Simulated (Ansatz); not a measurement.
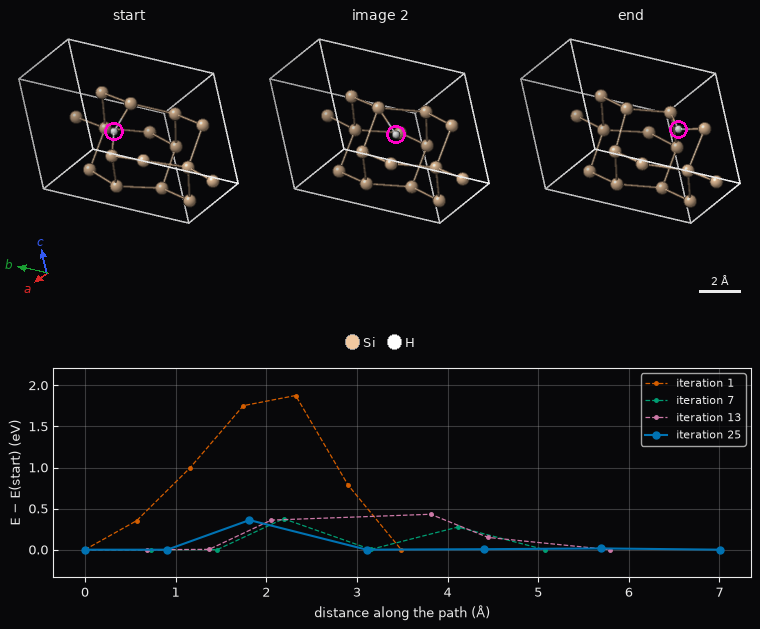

A search for the minimum-energy path of Si with an interstitial H (17 atoms in the cell, charge +1) by the nudged elastic band. Images are numbered from 0 (start) to 6 (end). The plot follows the band through its iterations. A ball-and-stick model of the reduced simulation cell (origin moved), seen from a free direction. The moving atom is ringed, with any periodic copies. Lengths and directions refer to the drawn axes. Bonds to atoms that aren't drawn are left out.

Level of theory: Ansatz, DFT PBE, scalar-relativistic, plane waves, PAW. Run with plane-wave cutoff 420 eV; k-point mesh 2 × 2 × 2; Gaussian smearing 0.05 eV; 5 movable images; climbing image; force threshold 0.05 eV/Å; iteration limit 28; spring constant 10.0 eV/Å²; starting path by image-dependent pair potential.

**How did the profile develop, and is the result final?**

The result isn't final. The run hit its time limit after 25 iterations, unconverged. The barrier read from it is provisional, though the highest image hardly moved in the last two iterations. The first iteration put the highest image at 1.88 eV. The barrier is about 0.36 eV in both directions, with image 2 at the top; the ends have the same energy.

Limits of the set-up: the periodic images lie only 7.7 Å apart, so the values are limited by the cell's size; the cell is charged, on a uniform background, and energies carry no finite-size correction.

Cost: 26 min on 1 thread of Intel(R) Xeon(R) Platinum 8259CL CPU @ 2.50GHz (Skylake/Cascade Lake), on a shared host, peak memory 0.97 GiB.
